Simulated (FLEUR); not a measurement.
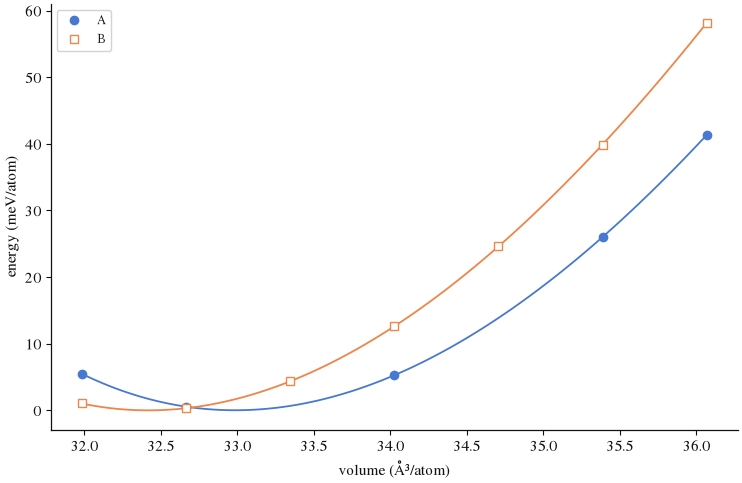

The figure compares two calculations of the energy against volume, each curve from its own zero. The first is for Bi, space group C2/m (No. 12).

The cell holds 2 atoms.

Calculation (FLEUR MaX-R8.1 (later development tree)): all-electron LAPW DFT, no spin polarisation; energies at scaled volumes of the given cell, shape and fractions fixed, counted from the fit's minimum, third-order Birch-Murnaghan fit. Level: PBEsol.

- k mesh: 6×6×9
- occupations: Fermi–Dirac
- smearing width: 0.05 eV
- potentials: all electron
- program settings: basis FLAPW, kmax 4.1 1/bohr

In the second, the level changes from PBEsol to SCAN.

Q: Which of A and B is the second calculation, and what did the change do?

A: A. The equilibrium volume rises from 32.42 to 32.98 Å³/atom (+1.7 %) and the bulk modulus falls from 55.5 to 54.4 GPa (−2.0 %).

For both, limits of the calculation: spin-orbit coupling left out, heavy elements; shape and atomic fractions are frozen while scaling, which makes layered, chain and framework solids too stiff.

V0 and the bulk modulus come from third-order Birch–Murnaghan fits.
